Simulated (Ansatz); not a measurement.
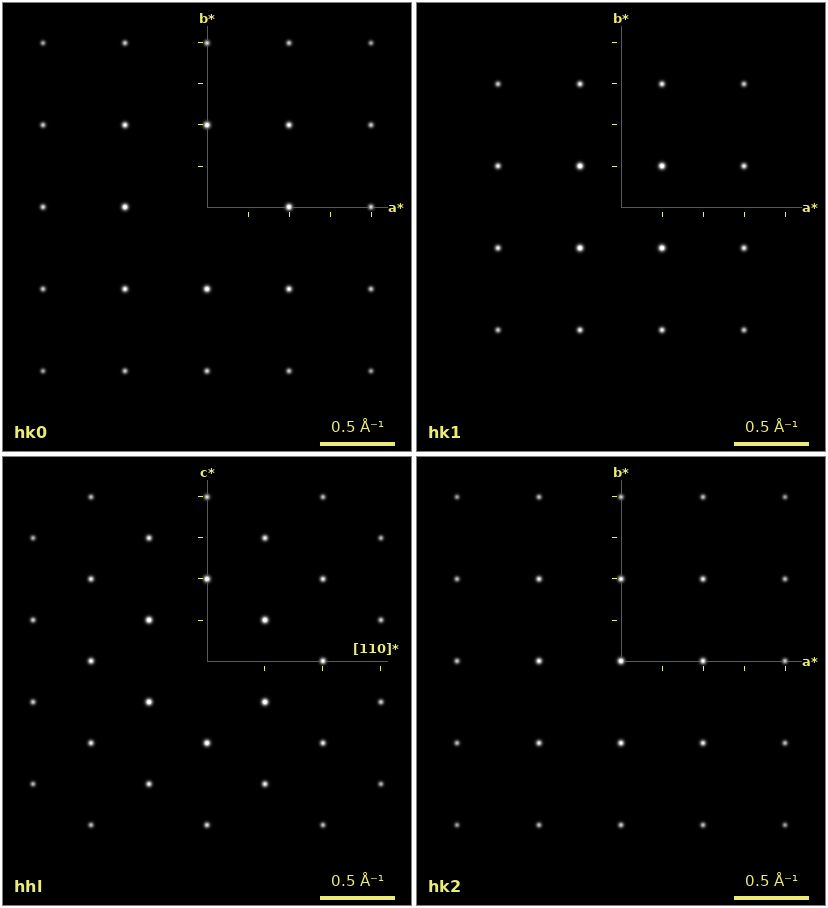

Four undistorted layers of reciprocal space, calculated for a single crystal (X-rays, kinematic |F|², B = 0.5 Å²). Tick marks count the reciprocal lattice steps of the conventional cell along each axis.

Read the reciprocal cell and give the direct cell.

Answer. a* = 0.281, b* = 0.281, c* = 0.281 Å⁻¹; the cell is cubic with a = 3.56 Å.

Which reflection conditions do the layers show?

Answer. Reflections are present only under these conditions. hkl: h + k = 2n, h + l = 2n; hk0: h = 2n, k = 2n; hhl: h + l = 2n; h00: h = 2n. The lattice is face-centred (F).

Which space groups fit?

Answer. The intensities have Laue symmetry m-3m (the hk0 layer shows 4mm, hk1 shows 4mm). With these conditions the candidates are F432 (No. 209), F-43m (No. 216), Fm-3m (No. 225). Diffraction geometry alone does not choose among them; the structure has Fm-3m. The compound is Cu. Structure: the end point of a relaxation with DFT PBEsol, scalar-relativistic, plane waves, PAW in Ansatz 0.2.0; the starting structure was generated, so it need not be a known form of this composition.
